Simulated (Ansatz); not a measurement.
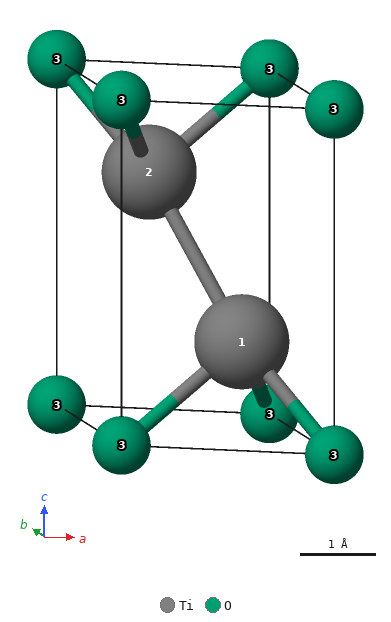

*The starting structure (ball-and-stick view of the cell of the calculation, seen slightly off an axis; atoms are numbered from 1 in the order of the input).*

Geometry relaxation, with input and output: Ti2O (part 1 of 2)

System: Ti2O (P-3m1, 3 atoms in the cell).
Method: DFT r2SCAN, scalar-relativistic, plane waves, PAW, no spin polarisation (Ansatz 0.2.0).

The structure derives from an entry of the Crystallography Open Database. Figures and captions count atoms from 1; the log counts them from 0 in places.

**The input**
```yaml
crystal:
  lattice:
    - [2.9193980238, 0.0, 0.0]
    - [-1.4596990119, 2.5282728524, 0.0]
    - [0.0, 0.0, 4.713]
  atoms:
    - { symbol: Ti, position: [0.6666666667, 0.3333333333, 0.27874] }
    - { symbol: Ti, position: [0.3333333333, 0.6666666667, 0.72126] }
    - { symbol: O, position: [0.0, 0.0, 0.0] }
basis:
  ecutwfc: 500
kpoints:
  mp_grid: { grid: [6, 6, 4] }
hamiltonian:
  xc: r2scan
scf:
  occupations: { method: gaussian, width: 0.1 }
output:
  forces: true
  stress: true
  eigenvalues: true
relax:
  adjacent_minimum: "off"
  f_tol: 0.05
  max_steps: 80
  cell: { stress_tol: 0.5 }
```

Run on 1 thread of Oxide Virtual Turin-like (Zen 5), 32 GiB of memory available, shared host.

Launch command:
```bash
ansatz run input.yaml --threads 1 --pin off --max-ram 2560MiB --backend cpu --events-out ev --progress --plain --runs-dir out
```

**The program's output**
```
Engine: ansatz 0.2.0, x86_64-unknown-linux-gnu
Pseudopotentials: kind: paw
Pseudopotential: Ti, paw, valence charge 12, recommended cutoff 500 eV (meta_gga), Ti.paw.azcp
Pseudopotential: O, paw, valence charge 6, recommended cutoff 500 eV (meta_gga), O.paw.azcp
Functional definition: r2SCAN
  parameter k0 = 0.174
  parameter k1 = 0.065
  parameter a1 = 4.9479
  exchange = r2scan_x(k0 = k0, k1 = k1, a1 = a1)
  correlation = r2scan_c
Crystal: 3 atoms, lattice volume = 34.787 Å³
Basis set: ecut = 500 eV, 881 PW (Γ), exchange–correlation on 96×96×144 points (64 copies of the dense FFT grid, shifted against one another)
Bands: 19, of which v1, the nominal top of the filled ones, is band 15 counted from 1 (14 counted from 0)
Symmetry: 12 space group operations
Space group: P-3m1 (ITA 164), of the structure as read, at distance tolerance 3.3e-5 Å
k-points: 24 of 144
Non-local potential: Ti, projectors of the file, l = 0: 3, l = 1: 2, l = 2: 3, l = 3: 1
Non-local potential: O, projectors of the file, l = 0: 2, l = 1: 2, l = 2: 1
PAW form: soft (Blöchl's): semilocal exchange-correlation on the pseudo side does not see the compensation charge
PAW frozen core: Ti, regenerated for the run's functional (the file was generated under x = pbe(κ = 0.804, μ = 0.2195149727645171), c = pbe(β = 0.06672455060314922))
PAW frozen core: O, regenerated for the run's functional (the file was generated under x = pbe(κ = 0.804, μ = 0.2195149727645171), c = pbe(β = 0.06672455060314922))
PAW one-centre angular grid: Ti, 590 points (default); XC on 160 Gauss nodes
PAW one-centre angular grid: O, 302 points (default); XC on 160 Gauss nodes
Initial density: superposition of atomic densities (neutral atoms: chi_scale 0, normalization atom), corrected by the library's trained network
Initial wavefunctions: pseudopotential atomic-orbital guess
Functional: x = r2scan, c = r2scan; τ floored in thin density (d = 2e-4 eV/Å³)
SCF iter   1: F=—  HF=-5580.470220 eV  |F-HF|=—  |Δ(HF+E_count)|=         —  Δρ=2.06e-2  dr2=1.43e-1  dr2_τ=1.09e-1  ethr=1.77e-3  ⟨swp⟩=4.2  Hψ=1773  notcnv=0
preconditioner: auto → none  [metal: Δε(μ)=0.067 eV  Ē_g=8.876 eV  σ=0.100 eV  W_gap=0.34  n_scr=8 (ndim 8)  ℏωp=23.6 eV  f_vac=0.000  D(μ)=1.08/eV (n_scr^D=2)  sad-step TF]
SCF iter   2: F=—  HF=-5580.596705 eV  |F-HF|=—  |Δ(HF+E_count)|=   1.26e-1  Δρ=8.81e-3  dr2=2.84e-2  dr2_τ=2.09e-3  ethr=4.76e-4  ⟨swp⟩=2.0  Hψ=912  notcnv=0
SCF iter   3: F=—  HF=-5580.597218 eV  |F-HF|=—  |Δ(HF+E_count)|=   5.13e-4  Δρ=3.58e-3  dr2=6.45e-3  dr2_τ=4.45e-4  ethr=9.47e-5  ⟨swp⟩=2.0  Hψ=793  notcnv=0
SCF iter   4: F=—  HF=-5580.596689 eV  |F-HF|=—  |Δ(HF+E_count)|=   5.29e-4  Δρ=2.66e-3  dr2=2.16e-3  dr2_τ=2.54e-4  ethr=2.15e-5  ⟨swp⟩=2.0  Hψ=709  notcnv=0
SCF iter   5: F=—  HF=-5580.596519 eV  |F-HF|=—  |Δ(HF+E_count)|=   1.69e-4  Δρ=8.25e-4  dr2=2.71e-4  dr2_τ=1.83e-5  ethr=7.20e-6  ⟨swp⟩=1.5  Hψ=670  notcnv=0
SCF iter   6: F=—  HF=-5580.596518 eV  |F-HF|=—  |Δ(HF+E_count)|=   8.17e-7  Δρ=2.78e-4  dr2=2.23e-5  dr2_τ=1.17e-6  ethr=9.04e-7  ⟨swp⟩=2.3  Hψ=639  notcnv=0
SCF iter   7: F=—  HF=-5580.596527 eV  |F-HF|=—  |Δ(HF+E_count)|=   9.05e-6  Δρ=3.91e-5  dr2=5.79e-7  dr2_τ=5.50e-8  ethr=7.43e-8  ⟨swp⟩=2.4  Hψ=732  notcnv=0
SCF iter   8: F=-5580.596528 eV  HF=-5580.596528 eV  |F-HF|=1.01e-8  |Δ(HF+E_count)|=   1.41e-7  Δρ=6.71e-6  dr2=1.83e-8  dr2_τ=7.44e-10  ethr=3.33e-10  ⟨swp⟩=5.3  Hψ=1873  notcnv=0
SCF 1 converged in 8 iterations: F = -5580.596528 eV  dr2 = 1.83e-8
  greatest PAW one-centre occupation: 1.002 electrons in one spin orbital (limit 2), on the Ti atom at site 1 (counted from 0), in its partial waves of l = 1
relax step   1: F+E_penalty+E_count = -5580.59652754 eV  Δ(F+E_penalty+E_count) = +0.000e0 eV  max|allowed force component| = 9.372e-1 eV/Å  Δτ_max = 0.0000 Å  P = +9.102 GPa  Ω = 34.787 Å³  (8 SCF iters, dr2 threshold 1.00e-7 eV, accepted)
Crystal: 3 atoms, lattice volume = 37.070 Å³
Basis set: ecut = 500 eV, 953 PW (Γ), exchange–correlation on 96×96×144 points (64 copies of the dense FFT grid, shifted against one another)
Initial density: handed on by an earlier stage of this run
Initial wavefunctions: those handed on with the density
iter 1 solved again at ethr=1.44e-3 eV; its pass at ethr=3.10e-3 eV (dr2=4.31e-1 eV) is discarded
SCF iter   1: F=—  HF=-5580.457900 eV  |F-HF|=—  |Δ(HF+E_count)|=         —  Δρ=1.90e-2  dr2=4.35e-1  dr2_τ=6.68e-1  ethr=1.44e-3  ⟨swp⟩=1.0  Hψ=3139  notcnv=0
preconditioner: auto → Kerker (q_TF=auto, 2.634 Å⁻¹)  [metal: Δε(μ)=0.043 eV  Ē_g=6.137 eV  σ=0.100 eV  W_gap=0.23  n_scr=10 (ndim 8)  ℏωp=21.1 eV  f_vac=0.000  D(μ)=1.81/eV (n_scr^D=22)]
SCF iter   2: F=—  HF=-5580.695979 eV  |F-HF|=—  |Δ(HF+E_count)|=   2.38e-1  Δρ=1.04e-2  dr2=1.42e-1  dr2_τ=2.39e-3  ethr=1.44e-3  ⟨swp⟩=2.6  Hψ=752  notcnv=0
SCF iter   3: F=—  HF=-5580.668332 eV  |F-HF|=—  |Δ(HF+E_count)|=   2.76e-2  Δρ=6.02e-3  dr2=4.27e-2  dr2_τ=2.13e-3  ethr=4.74e-4  ⟨swp⟩=2.1  Hψ=745  notcnv=0
SCF iter   4: F=—  HF=-5580.658929 eV  |F-HF|=—  |Δ(HF+E_count)|=   9.40e-3  Δρ=2.33e-3  dr2=2.95e-3  dr2_τ=1.22e-4  ethr=1.42e-4  ⟨swp⟩=2.0  Hψ=615  notcnv=0
SCF iter   5: F=—  HF=-5580.658423 eV  |F-HF|=—  |Δ(HF+E_count)|=   5.06e-4  Δρ=7.79e-4  dr2=1.91e-4  dr2_τ=3.07e-5  ethr=9.85e-6  ⟨swp⟩=2.9  Hψ=772  notcnv=0
SCF iter   6: F=—  HF=-5580.658477 eV  |F-HF|=—  |Δ(HF+E_count)|=   5.43e-5  Δρ=3.08e-4  dr2=3.70e-5  dr2_τ=1.85e-6  ethr=6.36e-7  ⟨swp⟩=2.8  Hψ=769  notcnv=0
SCF iter   7: F=—  HF=-5580.658482 eV  |F-HF|=—  |Δ(HF+E_count)|=   4.95e-6  Δρ=7.52e-5  dr2=2.46e-6  dr2_τ=1.02e-7  ethr=1.23e-7  ⟨swp⟩=2.0  Hψ=587  notcnv=0
SCF iter   8: F=—  HF=-5580.658482 eV  |F-HF|=—  |Δ(HF+E_count)|=   1.64e-7  Δρ=2.96e-5  dr2=4.45e-7  dr2_τ=7.01e-9  ethr=8.20e-9  ⟨swp⟩=2.9  Hψ=757  notcnv=0
SCF iter   9: F=-5580.658482 eV  HF=-5580.658482 eV  |F-HF|=1.32e-8  |Δ(HF+E_count)|=   5.41e-8  Δρ=7.87e-6  dr2=3.22e-8  dr2_τ=5.41e-10  ethr=1.00e-9  ⟨swp⟩=4.9  Hψ=1570  notcnv=0
the search or the solves at the SCF's close seem to have found levels that the self-consistency loop had missed (the run counts 1). By its estimate they hold under 1e-12 electrons; where the run keeps them, the occupations were computed again with them
SCF 2 converged in 9 iterations: F = -5580.658482 eV  dr2 = 3.22e-8
  greatest PAW one-centre occupation: 1.001 electrons in one spin orbital (limit 2), on the Ti atom at site 1 (counted from 0), in its partial waves of l = 1
relax step   2: F+E_penalty+E_count = -5580.65848209 eV  Δ(F+E_penalty+E_count) = -6.195e-2 eV  max|allowed force component| = 2.878e-1 eV/Å  Δτ_max = 0.0643 Å  P = -3.525 GPa  Ω = 37.070 Å³  energy of the carried Pulay correction = -1.613e-3 eV  (9 SCF iters, dr2 threshold 3.00e-7 eV, accepted)
Crystal: 3 atoms, lattice volume = 36.509 Å³
Basis set: ecut = 500 eV, 941 PW (Γ), exchange–correlation on 96×96×144 points (64 copies of the dense FFT grid, shifted against one another)
iter 1 solved again at ethr=6.75e-5 eV; its pass at ethr=3.10e-3 eV (dr2=2.03e-2 eV) is discarded
SCF iter   1: F=—  HF=-5580.656405 eV  |F-HF|=—  |Δ(HF+E_count)|=         —  Δρ=4.91e-3  dr2=2.11e-2  dr2_τ=3.81e-2  ethr=6.75e-5  ⟨swp⟩=1.0  Hψ=2863  notcnv=0
preconditioner: auto → Kerker (q_TF=auto, 2.640 Å⁻¹)  [metal: Δε(μ)=0.052 eV  Ē_g=8.539 eV  σ=0.100 eV  W_gap=0.28  n_scr=10 (ndim 8)  ℏωp=23.0 eV  f_vac=0.000  D(μ)=1.89/eV (n_scr^D=22)]
SCF iter   2: F=—  HF=-5580.684084 eV  |F-HF|=—  |Δ(HF+E_count)|=   2.77e-2  Δρ=2.54e-3  dr2=7.54e-3  dr2_τ=1.53e-4  ethr=6.75e-5  ⟨swp⟩=2.1  Hψ=736  notcnv=0
SCF iter   3: F=—  HF=-5580.682636 eV  |F-HF|=—  |Δ(HF+E_count)|=   1.45e-3  Δρ=1.46e-3  dr2=2.15e-3  dr2_τ=1.25e-4  ethr=2.51e-5  ⟨swp⟩=2.0  Hψ=534  notcnv=0
SCF iter   4: F=—  HF=-5580.682190 eV  |F-HF|=—  |Δ(HF+E_count)|=   4.46e-4  Δρ=5.31e-4  dr2=1.29e-4  dr2_τ=9.94e-6  ethr=7.17e-6  ⟨swp⟩=2.0  Hψ=578  notcnv=0
SCF iter   5: F=—  HF=-5580.682180 eV  |F-HF|=—  |Δ(HF+E_count)|=   1.04e-5  Δρ=1.84e-4  dr2=9.83e-6  dr2_τ=1.19e-6  ethr=4.31e-7  ⟨swp⟩=2.6  Hψ=695  notcnv=0
SCF iter   6: F=—  HF=-5580.682185 eV  |F-HF|=—  |Δ(HF+E_count)|=   4.69e-6  Δρ=6.33e-5  dr2=1.14e-6  dr2_τ=1.04e-7  ethr=3.28e-8  ⟨swp⟩=2.1  Hψ=656  notcnv=0
SCF iter   7: F=-5580.682185 eV  HF=-5580.682185 eV  |F-HF|=1.36e-9  |Δ(HF+E_count)|=   4.17e-7  Δρ=1.82e-5  dr2=1.04e-7  dr2_τ=4.62e-9  ethr=1.00e-9  ⟨swp⟩=5.6  Hψ=1873  notcnv=0
SCF 3 converged in 7 iterations: F = -5580.682185 eV  dr2 = 1.04e-7
relax step   3: F+E_penalty+E_count = -5580.68218497 eV  Δ(F+E_penalty+E_count) = -2.370e-2 eV  max|allowed force component| = 1.165e-2 eV/Å  Δτ_max = 0.0148 Å  P = -0.938 GPa  Ω = 36.509 Å³  energy of the carried Pulay correction = -1.225e-3 eV  (7 SCF iters, dr2 threshold 3.00e-7 eV, accepted)
Crystal: 3 atoms, lattice volume = 36.302 Å³
iter 1 solved again at ethr=7.53e-7 eV; its pass at ethr=3.10e-3 eV (dr2=2.26e-4 eV) is discarded
SCF iter   1: F=—  HF=-5580.681777 eV  |F-HF|=—  |Δ(HF+E_count)|=         —  Δρ=8.82e-4  dr2=2.14e-4  dr2_τ=2.01e-3  ethr=7.53e-7  ⟨swp⟩=2.1  Hψ=2842  notcnv=0
preconditioner: auto → Kerker (q_TF=auto, 2.643 Å⁻¹)  [metal: Δε(μ)=0.053 eV  Ē_g=8.623 eV  σ=0.100 eV  W_gap=0.28  n_scr=10 (ndim 8)  ℏωp=23.1 eV  f_vac=0.000  D(μ)=1.78/eV (n_scr^D=22)]
SCF iter   2: F=—  HF=-5580.683224 eV  |F-HF|=—  |Δ(HF+E_count)|=   1.45e-3  Δρ=4.50e-4  dr2=4.45e-5  dr2_τ=7.47e-6  ethr=7.14e-7  ⟨swp⟩=2.0  Hψ=803  notcnv=0
SCF iter   3: F=—  HF=-5580.683226 eV  |F-HF|=—  |Δ(HF+E_count)|=   2.03e-6  Δρ=1.89e-4  dr2=1.23e-5  dr2_τ=1.36e-6  ethr=1.48e-7  ⟨swp⟩=2.0  Hψ=554  notcnv=0
SCF iter   4: F=—  HF=-5580.683227 eV  |F-HF|=—  |Δ(HF+E_count)|=   1.31e-6  Δρ=7.24e-5  dr2=2.17e-6  dr2_τ=1.10e-7  ethr=4.09e-8  ⟨swp⟩=2.4  Hψ=612  notcnv=0
SCF iter   5: F=-5580.683228 eV  HF=-5580.683228 eV  |F-HF|=2.25e-8  |Δ(HF+E_count)|=   7.75e-8  Δρ=1.61e-5  dr2=7.74e-8  dr2_τ=1.12e-8  ethr=1.00e-9  ⟨swp⟩=3.1  Hψ=1638  notcnv=0
SCF 4 converged in 5 iterations: F = -5580.683228 eV  dr2 = 7.74e-8
relax step   4: F+E_penalty+E_count = -5580.68322754 eV  Δ(F+E_penalty+E_count) = -1.043e-3 eV  max|allowed force component| = 3.027e-2 eV/Å  Δτ_max = 0.0027 Å  P = +0.234 GPa  Ω = 36.302 Å³  energy of the carried Pulay correction = -1.082e-3 eV  (5 SCF iters, dr2 threshold 3.00e-7 eV, accepted)
Initial wavefunctions: pseudopotential atomic-orbital guess (no wavefunctions were taken with the density)
iter 1 solved again at ethr=1.11e-8 eV; its pass at ethr=3.10e-3 eV (dr2=3.32e-6 eV) is discarded
```
